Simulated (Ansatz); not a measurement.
**SrTiO₃: geometry relaxation**

- system: SrTiO₃ (Pm-3m, 5 atoms in the cell)
- method: DFT r2SCAN, scalar-relativistic, plane waves, PAW, no spin polarisation (Ansatz 0.2.0)

The structure derives from a Materials Project entry. Figures and captions count atoms from 1; the log counts them from 0 in places.

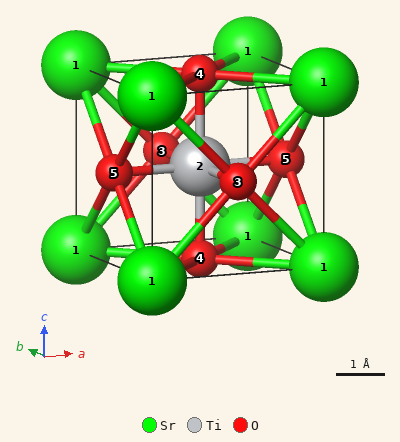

The structure as given in the input (ball-and-stick view of the cell of the calculation, seen slightly off an axis; atoms are numbered from 1 in the order of the input).

The input:
```yaml
crystal:
  lattice:
    - [3.91270131, 0.0, 0.0]
    - [0.0, 3.91270131, 0.0]
    - [0.0, 0.0, 3.91270131]
  atoms:
    - { symbol: Sr, position: [0.0, 0.0, 0.0] }
    - { symbol: Ti, position: [0.5, 0.5, 0.5] }
    - { symbol: O, position: [0.5, 0.0, 0.5] }
    - { symbol: O, position: [0.5, 0.5, 0.0] }
    - { symbol: O, position: [0.0, 0.5, 0.5] }
basis:
  ecutwfc: 500
kpoints:
  mp_grid: { grid: [8, 8, 8] }
hamiltonian:
  xc: r2scan
scf:
  occupations: { method: gaussian, width: 0.02 }
output:
  forces: true
  stress: true
  eigenvalues: true
  write_density: true
  write_potential: true
  elf: true
  volumetric_format: npy
relax:
  adjacent_minimum: "off"
  f_tol: 0.005
  max_steps: 80
  cell: { stress_tol: 0.05 }
```

Hardware: 8 threads of AMD EPYC (Zen 3), 189 GiB of memory available, shared host.

Launch command:
```bash
ansatz run input.yaml --threads 8 --pin off --max-ram 20480MiB --backend cpu --events-out ev --progress --plain --runs-dir out
```

The program's output:
```
Engine: ansatz 0.2.0, x86_64-unknown-linux-gnu
Pseudopotentials: kind: paw
Pseudopotential: Sr, paw, valence charge 10, recommended cutoff 500 eV (meta_gga), Sr.paw.azcp
Pseudopotential: Ti, paw, valence charge 12, recommended cutoff 500 eV (meta_gga), Ti.paw.azcp
Pseudopotential: O, paw, valence charge 6, recommended cutoff 500 eV (meta_gga), O.paw.azcp
Functional definition: r2SCAN
  parameter k0 = 0.174
  parameter k1 = 0.065
  parameter a1 = 4.9479
  exchange = r2scan_x(k0 = k0, k1 = k1, a1 = a1)
  correlation = r2scan_c
Crystal: 5 atoms, lattice volume = 59.900 Å³
Basis set: ecut = 500 eV, 1503 PW (Γ), exchange–correlation on 120×120×120 points (64 copies of the dense FFT grid, shifted against one another)
Bands: 25, of which v1, the nominal top of the filled ones, is band 20 counted from 1 (19 counted from 0)
Symmetry: 48 space group operations
Space group: Pm-3m (ITA 221), of the structure as read, at distance tolerance 3.9e-5 Å
k-points: 35 of 512
Non-local potential: Sr, projectors of the file, l = 0: 3, l = 1: 2, l = 2: 2
Non-local potential: Ti, projectors of the file, l = 0: 3, l = 1: 2, l = 2: 3, l = 3: 1
Non-local potential: O, projectors of the file, l = 0: 2, l = 1: 2, l = 2: 1
PAW form: soft (Blöchl's): semilocal exchange-correlation on the pseudo side does not see the compensation charge
PAW frozen core: Sr, regenerated for the run's functional (the file was generated under x = pbe(κ = 0.804, μ = 0.2195149727645171), c = pbe(β = 0.06672455060314922))
PAW frozen core: Ti, regenerated for the run's functional (the file was generated under x = pbe(κ = 0.804, μ = 0.2195149727645171), c = pbe(β = 0.06672455060314922))
PAW frozen core: O, regenerated for the run's functional (the file was generated under x = pbe(κ = 0.804, μ = 0.2195149727645171), c = pbe(β = 0.06672455060314922))
PAW one-centre angular grid: Sr, 302 points (default); XC on 160 Gauss nodes
PAW one-centre angular grid: Ti, 590 points (default); XC on 160 Gauss nodes
PAW one-centre angular grid: O, 302 points (default); XC on 160 Gauss nodes
Initial density: superposition of atomic densities (neutral atoms: chi_scale 0, normalization atom), corrected by the library's trained network
Initial wavefunctions: pseudopotential atomic-orbital guess
Functional: x = r2scan, c = r2scan; τ floored in thin density (d = 2e-4 eV/Å³)
SCF iter   1: F=—  HF=-7774.619151 eV  |F-HF|=—  |Δ(HF+E_count)|=         —  Δρ=2.01e-2  dr2=2.94e-1  dr2_τ=2.49e-1  ethr=1.77e-3  ⟨swp⟩=7.6  Hψ=4775  notcnv=0
preconditioner: auto → Resta (q_TF=auto, 2.551 Å⁻¹)  ε∞=4.9  [insulator: Δε(μ)=2.734 eV  Ē_g=13.331 eV  σ=0.020 eV  W_gap=1.00  n_scr=18 (ndim 8)  ℏωp=26.3 eV  f_vac=0.000  D(μ)=0.00/eV (n_scr^D=0)  ε∞_Penn≈4.9]
SCF iter   2: F=—  HF=-7774.725178 eV  |F-HF|=—  |Δ(HF+E_count)|=   1.06e-1  Δρ=9.05e-3  dr2=2.21e-2  dr2_τ=1.38e-2  ethr=7.36e-4  ⟨swp⟩=3.1  Hψ=2015  notcnv=0  defer=35
SCF iter   3: F=—  HF=-7774.723070 eV  |F-HF|=—  |Δ(HF+E_count)|=   2.11e-3  Δρ=3.48e-3  dr2=3.86e-3  dr2_τ=3.80e-4  ethr=5.52e-5  ⟨swp⟩=2.0  Hψ=1406  notcnv=0  defer=35
SCF iter   4: F=—  HF=-7774.722954 eV  |F-HF|=—  |Δ(HF+E_count)|=   1.15e-4  Δρ=1.20e-3  dr2=4.91e-4  dr2_τ=9.37e-5  ethr=9.65e-6  ⟨swp⟩=2.2  Hψ=1310  notcnv=0  defer=35
SCF iter   5: F=—  HF=-7774.722899 eV  |F-HF|=—  |Δ(HF+E_count)|=   5.52e-5  Δρ=2.34e-4  dr2=2.30e-5  dr2_τ=2.05e-6  ethr=1.23e-6  ⟨swp⟩=2.3  Hψ=1192  notcnv=0  defer=35
SCF iter   6: F=—  HF=-7774.722897 eV  |F-HF|=—  |Δ(HF+E_count)|=   1.82e-6  Δρ=6.17e-5  dr2=2.58e-6  dr2_τ=2.06e-7  ethr=5.75e-8  ⟨swp⟩=2.4  Hψ=1432  notcnv=0  defer=35
SCF iter   7: F=-7774.722897 eV  HF=-7774.722897 eV  |F-HF|=4.50e-8  |Δ(HF+E_count)|=   2.77e-7  Δρ=1.20e-5  dr2=8.75e-8  dr2_τ=1.10e-8  ethr=2.50e-10  ⟨swp⟩=14.0  Hψ=7196  notcnv=0
SCF 1 converged in 7 iterations: F = -7774.722897 eV  dr2 = 8.75e-8
  greatest PAW one-centre occupation: 1.000 electrons in one spin orbital (limit 2), on the Ti atom at site 1 (counted from 0), in its partial waves of l = 1
relax step   1: F+E_penalty+E_count = -7774.72289711 eV  Δ(F+E_penalty+E_count) = +0.000e0 eV  max|allowed force component| = 1.751e-29 eV/Å  Δτ_max = 0.0000 Å  P = -0.828 GPa  Ω = 59.900 Å³  (7 SCF iters, dr2 threshold 1.00e-7 eV, accepted)
Crystal: 5 atoms, lattice volume = 59.651 Å³
Initial density: handed on by an earlier stage of this run
Initial wavefunctions: those handed on with the density
iter 1 solved again at ethr=3.08e-7 eV; its pass at ethr=3.10e-3 eV (dr2=1.23e-4 eV) is discarded
SCF iter   1: F=—  HF=-7774.723175 eV  |F-HF|=—  |Δ(HF+E_count)|=         —  Δρ=4.63e-4  dr2=9.44e-5  dr2_τ=5.59e-4  ethr=3.08e-7  ⟨swp⟩=2.0  Hψ=4730  notcnv=0
preconditioner: auto → Resta (q_TF=auto, 2.552 Å⁻¹)  ε∞=5.1  [insulator: Δε(μ)=2.265 eV  Ē_g=12.956 eV  σ=0.020 eV  W_gap=1.00  n_scr=18 (ndim 8)  ℏωp=26.3 eV  f_vac=0.000  D(μ)=0.00/eV (n_scr^D=0)  ε∞_Penn≈5.1]
SCF iter   2: F=—  HF=-7774.723692 eV  |F-HF|=—  |Δ(HF+E_count)|=   5.17e-4  Δρ=1.67e-4  dr2=1.09e-5  dr2_τ=3.09e-6  ethr=2.36e-7  ⟨swp⟩=2.0  Hψ=1566  notcnv=0
SCF iter   3: F=—  HF=-7774.723693 eV  |F-HF|=—  |Δ(HF+E_count)|=   1.21e-6  Δρ=8.59e-5  dr2=2.81e-6  dr2_τ=2.52e-7  ethr=2.72e-8  ⟨swp⟩=2.2  Hψ=1510  notcnv=0
SCF iter   4: F=-7774.723694 eV  HF=-7774.723694 eV  |F-HF|=9.01e-8  |Δ(HF+E_count)|=   4.54e-7  Δρ=2.61e-5  dr2=2.99e-7  dr2_τ=3.97e-8  ethr=1.25e-9  ⟨swp⟩=8.1  Hψ=6489  notcnv=0
SCF 2 converged in 4 iterations: F = -7774.723694 eV  dr2 = 2.99e-7
relax step   2: F+E_penalty+E_count = -7774.72369361 eV  Δ(F+E_penalty+E_count) = -7.965e-4 eV  max|allowed force component| = 2.998e-30 eV/Å  Δτ_max = 0.0000 Å  P = -0.048 GPa  Ω = 59.651 Å³  energy of the carried Pulay correction = +1.128e-4 eV  (4 SCF iters, dr2 threshold 5.00e-7 eV, accepted)
Initial wavefunctions: pseudopotential atomic-orbital guess (no wavefunctions were taken with the density)
iter 1 solved again at ethr=2.84e-7 eV; its pass at ethr=3.10e-3 eV (dr2=1.13e-4 eV) is discarded
SCF iter   1: F=—  HF=-7774.723564 eV  |F-HF|=—  |Δ(HF+E_count)|=         —  Δρ=2.98e-5  dr2=3.10e-7  dr2_τ=1.20e-7  ethr=2.84e-7  ⟨swp⟩=3.9  Hψ=7241  notcnv=0
preconditioner: auto → Resta (q_TF=auto, 2.552 Å⁻¹)  ε∞=5.1  [insulator: Δε(μ)=2.261 eV  Ē_g=12.953 eV  σ=0.020 eV  W_gap=1.00  n_scr=18 (ndim 8)  ℏωp=26.3 eV  f_vac=0.000  D(μ)=0.00/eV (n_scr^D=0)  ε∞_Penn≈5.1]
SCF iter   2: F=—  HF=-7774.723566 eV  |F-HF|=—  |Δ(HF+E_count)|=   2.51e-6  Δρ=1.59e-5  dr2=1.05e-7  dr2_τ=2.05e-8  ethr=7.76e-10  ⟨swp⟩=2.6  Hψ=1618  notcnv=0
SCF iter   3: F=—  HF=-7774.723566 eV  |F-HF|=—  |Δ(HF+E_count)|=   9.18e-9  Δρ=9.55e-6  dr2=3.16e-8  dr2_τ=5.67e-9  ethr=2.61e-10  ⟨swp⟩=2.6  Hψ=1420  notcnv=0
SCF iter   4: F=—  HF=-7774.723566 eV  |F-HF|=—  |Δ(HF+E_count)|=   1.20e-8  Δρ=4.18e-6  dr2=5.25e-9  dr2_τ=1.05e-9  ethr=7.89e-11  ⟨swp⟩=1.0  Hψ=875  notcnv=0
SCF iter   5: F=—  HF=-7774.723566 eV  |F-HF|=—  |Δ(HF+E_count)|=   2.44e-9  Δρ=1.03e-6  dr2=3.69e-10  dr2_τ=5.80e-11  ethr=1.31e-11  ⟨swp⟩=2.3  Hψ=1420  notcnv=0
SCF iter   6: F=-7774.723566 eV  HF=-7774.723566 eV  |F-HF|=3.64e-12  |Δ(HF+E_count)|=  1.16e-10  Δρ=1.58e-7  dr2=1.17e-11  dr2_τ=1.09e-12  ethr=1.00e-12  ⟨swp⟩=5.7  Hψ=4886  notcnv=0
SCF 3 converged in 6 iterations: F = -7774.723566 eV  dr2 = 1.17e-11
relax step   3: F+E_penalty+E_count = -7774.72356614 eV  Δ(F+E_penalty+E_count) = +1.275e-4 eV  max|allowed force component| = 4.944e-30 eV/Å  Δτ_max = 0.0000 Å  P = -0.047 GPa  Ω = 59.651 Å³  stress off target by 4.68e-2 GPa  SCF on the basis re-selected at this cell (its energy is not comparable with the rows above)  (6 SCF iters)
```

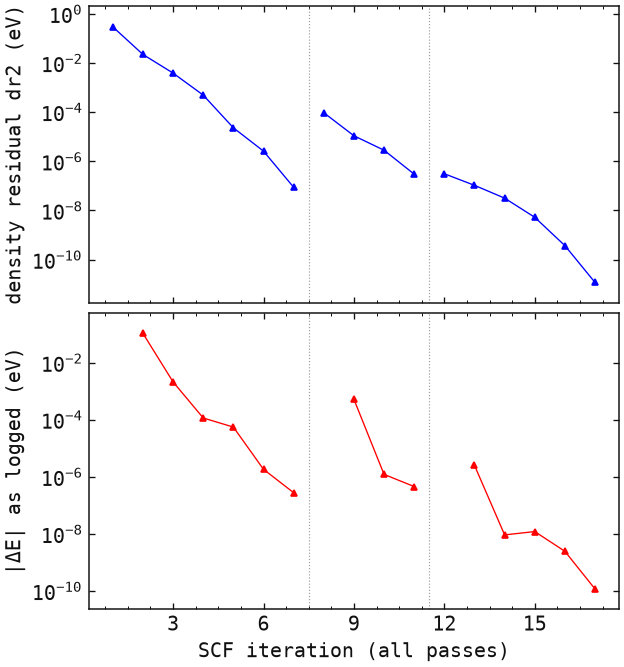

Convergence of the self-consistent field: density residual dr2 and size of the energy change against the SCF iteration. The dotted lines part the SCF passes of the relaxation: geometry steps, rejected trials and re-solves on a re-selected basis. The passes take 7, 4 and 6 iterations.

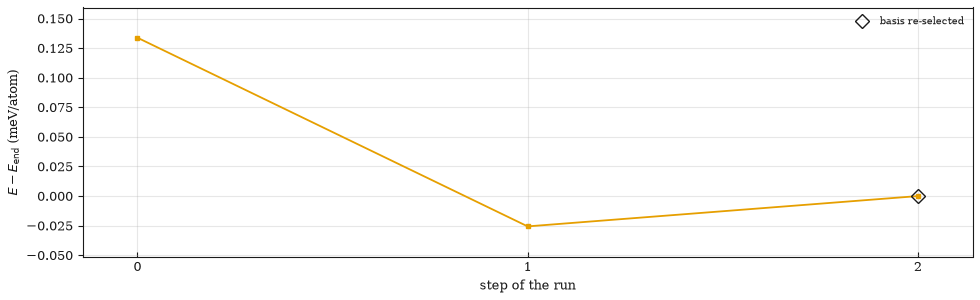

Progress of the relaxation, step by step (the first geometry is step 0 here and step 1 in the log). After 1 geometry step the energy has fallen by 0.2 meV per atom. All forces vanish by symmetry, so only the cell relaxes. Pressure: −0.83 GPa at the start and −0.05 GPa at the end. No atom moves by more than 0.005 Å relative to the cell. The volume changes by −0.4 %, with a = b = c 3.913 → 3.907 Å (−0.1 %). The space group stays Pm-3m (No. 221). A last SCF at the same geometry on a re-selected plane-wave basis shifts the energy by +0.0 meV per atom.

```
basis re-selected at this cell: Δ(F+E_penalty+E_count) = +1.275e-4 eV, ΔP = +0.001 GPa vs the last step (what re-selecting the basis moved, of the pressure what is left beyond the Pulay correction that the steps carried, after the strain that the cell walked since its last selection, with what the two solves' SCF thresholds leave and, on support functions, any second-order correction that the steps lacked; it is no measure of the basis error at this ecutwfc). This SCF's stress stands 4.68e-2 GPa from its target on what of the cell is left free (relax.cell.stress_tol is 5.00e-2 GPa) and its largest allowed force component is 4.94e-30 eV/Å (relax.f_tol is 5.00e-3 eV/Å): within both
SCF converged after 6 iterations
Free energy (F): -7774.723566 eV
Harris-Foulkes:  -7774.723566 eV  (|F-HF|=3.64e-12)
Internal energy: -7774.723566 eV  (E = F + TS)
E sigma→0 (E₀):  -7774.723566 eV
Fermi energy:    10.768165 eV
--- Per-component energies (eV) ---
  E_band       = -242.229079
  E_kinetic    = 1051.712691
  E_local      = -2384.042604  (includes V_loc(G=0)·N_el)
  E_nonlocal   = 344.406634
  E_hartree    = 834.253129
  E_xc         = -481.608023
  E_vxc        = -634.315483  (∫ρ·V_xc dr)
  E_paw        = -4249.331158  (= ΣΔE_a)
  E_vpaw       = -327.603105  (= ΣTr[D̂ρ^β])
  E_aug_tail   = 0.003488  (compensation charges beyond the density's cutoff)
  E_vtau       = 39.102986  (kinetic-family band-sum trace: ∫τ·v_τ [+ j·A + Jᵃ·Aᵃ] dr)
  E_ewald      = -2889.622406
  E_core_change = -0.495316  (= ΣΔE_core)
  E_smearing   = -0.000000  (= −TS)
  E_closure    = -0.000000  (closes the sum)
  Σ components = -7774.723566   (vs F -7774.723566, Δ=0.00e0)
--- Forces (eV/Å), atoms counted from 1 ---
  atom   1  Sr     0.00000000     0.00000000     0.00000000
  atom   2  Ti     0.00000000     0.00000000    -0.00000000
  atom   3  O      0.00000000    -0.00000000    -0.00000000
  atom   4  O     -0.00000000     0.00000000    -0.00000000
  atom   5  O      0.00000000    -0.00000000     0.00000000
  max |Σ_I F_I| component: 7.42e-30 eV/Å
--- Stress (GPa, compression-positive) ---
       -0.046772      -0.000000       0.000000
       -0.000000      -0.046772       0.000000
        0.000000       0.000000      -0.046772
  P = ⅓ Tr σ = -0.0468 GPa (-0.468 kbar)
--- Band table (eV; the first three rows and the last of 35) ---
  k-point 0: bands = ["-49.0509", "-24.2318", "-24.2318", "-24.2318", "-24.1044", "-8.7805", "-7.8211", "-7.8211", "-5.4820", "-5.4820", "-5.4820", "6.7525", "6.7525", "6.7525", "8.4267", "8.4267", "8.4267", "9.2710", "9.2710", "9.2710", "11.8986", "11.8986", "11.8986", "14.2744", "14.2744"]
  k-point 1: bands = ["-49.0507", "-24.2554", "-24.2314", "-24.2314", "-24.0886", "-8.7744", "-7.8157", "-7.8133", "-5.4750", "-5.4750", "-5.3992", "6.5461", "6.7448", "6.7448", "8.2389", "8.2389", "8.2972", "8.7998", "9.1749", "9.1749", "11.9205", "12.2319", "12.2319", "14.2775", "14.7561"]
  k-point 2: bands = ["-49.0502", "-24.3010", "-24.2303", "-24.2303", "-24.0616", "-8.8063", "-7.8029", "-7.7230", "-5.4580", "-5.4580", "-5.2163", "6.0192", "6.7326", "6.7326", "7.8220", "7.8220", "7.9620", "8.0106", "9.0267", "9.0267", "11.9743", "12.9252", "12.9252", "14.2829", "15.6438"]
  k-point 34: bands = ["-49.0468", "-24.3026", "-24.3026", "-24.3026", "-24.0433", "-7.4449", "-7.4449", "-7.4449", "-5.7405", "-5.7405", "-5.7405", "4.9304", "5.3461", "5.3461", "5.8638", "5.8638", "5.8638", "9.6377", "9.6377", "9.6377", "14.4842", "14.4842", "14.4842", "17.3204", "17.3204"]
--- Relaxed structure (2 steps of the walk, 2 accepted, 1 SCFs on fresh bases) ---
  F+E_penalty+E_count = -7774.72356614 eV   max|allowed force component| = 4.944e-30 eV/Å   (the final SCF, on the basis selected at the relaxed cell)
  cell:  # Å, volume = 59.6514 Å³
    - [3.9072701074624905, 1.5246945393065616e-34, 4.81482486096809e-35]
    - [1.5246945393065616e-34, 3.9072701074624905, 0.0]
    - [4.012354050806741e-35, -8.024708101613482e-36, 3.9072701074624905]
  atoms:
    - { symbol: Sr, position: [-2.283270906321593e-37, 3.845508894857419e-38, -6.409181491429032e-39] }
    - { symbol: Ti, position: [0.5, 0.5, 0.5] }
    - { symbol: O, position: [0.5, -2.56367259657156e-38, 0.5] }
    - { symbol: O, position: [0.5, 0.5, 9.613772237142243e-39] }
    - { symbol: O, position: [1.5221806042143644e-37, 0.5, 0.5] }
```

Trajectory as extended XYZ (Å, eV, eV/Å), 3 frames, from step=1 to step=3:
```
5
Lattice="3.9127 0.0000 0.0000 0.0000 3.9127 0.0000 0.0000 0.0000 3.9127" Properties=species:S:1:pos:R:3:forces:R:3 step=1 energy=-7774.72290 pressure_GPa=-0.83
Sr    0.0000    0.0000    0.0000    0.0000   0.0000   0.0000
Ti    1.9564    1.9564    1.9564    0.0000   0.0000   0.0000
O     1.9564    0.0000    1.9564    0.0000   0.0000   0.0000
O     1.9564    1.9564    0.0000    0.0000   0.0000   0.0000
O     0.0000    1.9564    1.9564    0.0000   0.0000   0.0000
5
Lattice="3.9073 0.0000 0.0000 0.0000 3.9073 0.0000 0.0000 0.0000 3.9073" Properties=species:S:1:pos:R:3:forces:R:3 step=2 energy=-7774.72369 pressure_GPa=-0.05
Sr    0.0000    0.0000    0.0000    0.0000   0.0000   0.0000
Ti    1.9536    1.9536    1.9536    0.0000   0.0000   0.0000
O     1.9536    0.0000    1.9536    0.0000   0.0000   0.0000
O     1.9536    1.9536    0.0000    0.0000   0.0000   0.0000
O     0.0000    1.9536    1.9536    0.0000   0.0000   0.0000
5
Lattice="3.9073 0.0000 0.0000 0.0000 3.9073 0.0000 0.0000 0.0000 3.9073" Properties=species:S:1:pos:R:3:forces:R:3 step=3 energy=-7774.72357 pressure_GPa=-0.05
Sr    0.0000    0.0000    0.0000    0.0000   0.0000   0.0000
Ti    1.9536    1.9536    1.9536    0.0000   0.0000   0.0000
O     1.9536    0.0000    1.9536    0.0000   0.0000   0.0000
O     1.9536    1.9536    0.0000    0.0000   0.0000   0.0000
O     0.0000    1.9536    1.9536    0.0000   0.0000   0.0000
```

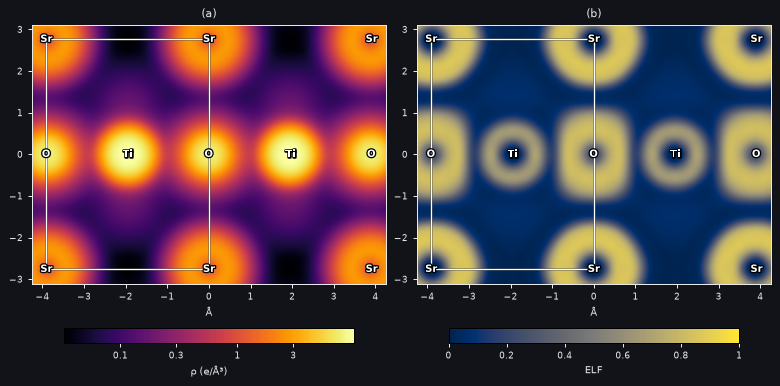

(a) valence pseudo-density; (b) ELF on the (011) plane of the conventional cell. Atoms in the plane: Sr, Ti and O. Ti–O (1.95 Å): ρ is about 0.7 e/Å³ halfway; the ELF is about 0.20 at the midpoint. Sr–O (2.76 Å): the density is about 0.14 e/Å³ at the midpoint; the ELF is about 0.05 at the midpoint, which marks ionic bonding with no shared pair. Away from the nuclei the density in this plane falls to 0.03 e/Å³ at its lowest. The strong features right at Sr and Ti lie inside the PAW spheres (semicore, d or f shells) and say nothing about bonding. Core electrons are frozen (PAW), so the fields are smoothed inside the atomic spheres.

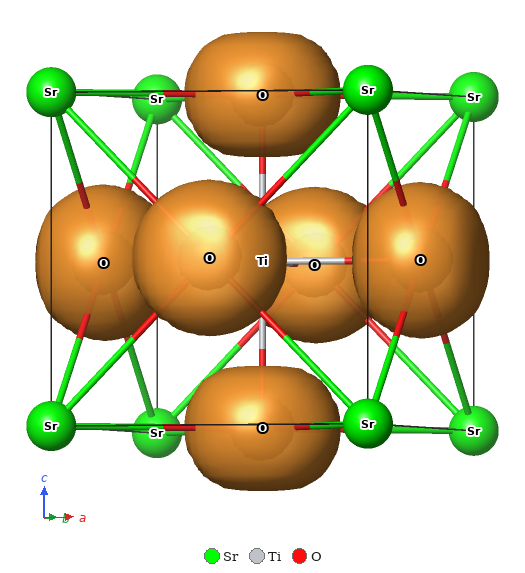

Isosurface of the electron localisation function at 0.7 (orange), seen at an oblique angle. Only the valence region is drawn (cores and ρ < 0.01 e/Å³ removed). Sticks mark near contacts. The outline is the cell set on symmetry axes. Values along the shortest contacts: Ti–O (1.95 Å): the ELF is about 0.20 at the midpoint. Sr–O (2.76 Å): the ELF is about 0.05 at the midpoint (a contact without a shared pair).

Key numbers:

| quantity | value |
| --- | --- |
| outcome | converged |
| space group (tolerance 0.01 Å) | Pm-3m (221) |
| electrons treated | 40 |
| free energy | −7774.7236 eV |
| Fermi energy | 10.768 eV |
| gap on the k-point mesh | 2.26 eV |
| pressure | −0.05 GPa |
| final volume | 59.65 Å³ |
| largest force (length of the vector) at the end | under 0.001 eV/Å |
| final cell | a = 3.907 Å, b = 3.907 Å, c = 3.907 Å, α = 90.00°, β = 90.00°, γ = 90.00° |
| wall time | 12 s (CPU time 52 s) |
| peak memory | 0.61 GiB |
